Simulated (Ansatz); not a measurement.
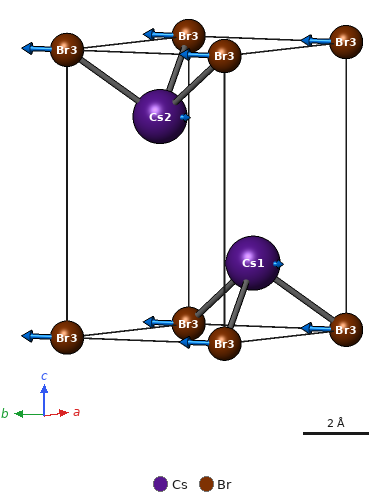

One vibrational mode of solid Cs2Br (a generated structure) at the zone centre. The blue arrows give the relative displacements of the atoms. Style: ball-and-stick. Shown: the cell of the calculation, from a free direction.

These are results of DFT PBE+D3(BJ), scalar-relativistic, plane waves, PAW in Ansatz, not measurements. Set-up: plane-wave cutoff 420 eV; k-point mesh 12 × 12 × 6; occupations fermi dirac; smearing width 0.15 eV; no spin polarisation.

The frequencies depend somewhat on the k-mesh and the smearing.

**What mode is this, and where does it lie in the spectrum?**

This is the E_u mode (doubly degenerate; one member of the set is drawn) at 60 cm⁻¹, optical level 3 of 4, counted from below, infrared-active by symmetry. The Br sublattice moves against the Cs sublattice, along b; the kinetic energy is shared as Br 77 %, Cs 23 %. The crystal is a metal, so free carriers screen the infrared response.
